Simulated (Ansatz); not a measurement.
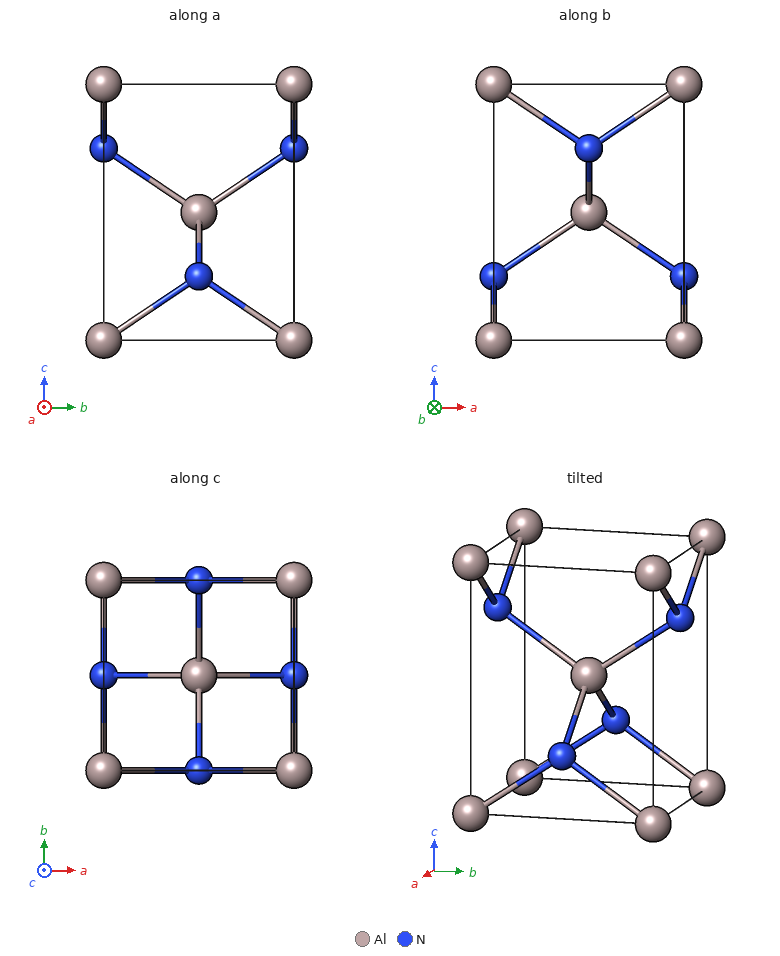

Ball-and-stick drawing of the structure, looking along the a axis, along the b axis, along the c axis and slightly off an axis. Thin lines show the conventional unit cell, with boundary atoms drawn in all their periodic places.

Lattice parameters: a = 3.090 Å, b = 3.090 Å, c = 4.157 Å, α = 90.00°, β = 90.00°, γ = 90.00°.

> Transcribe the picture into a table of Wyckoff sites.

Space group I-4m2 (No. 119).
| atom | site | x | y | z |
| --- | --- | --- | --- | --- |
| Al | 2a | 0.0000 | 0.0000 | 0.0000 |
| N | 2c | 0.5000 | 0.0000 | 0.7500 |

The model was built from a structure type filled with these elements by a generator (whether the compound takes this form wasn't checked). The cell was then strained or its atoms displaced on purpose. A calculation with Ansatz used it as input.

At this level of theory the cell isn't at rest (compressed, at 11 GPa), so its distances can differ from those at equilibrium, the more so the softer the solid.
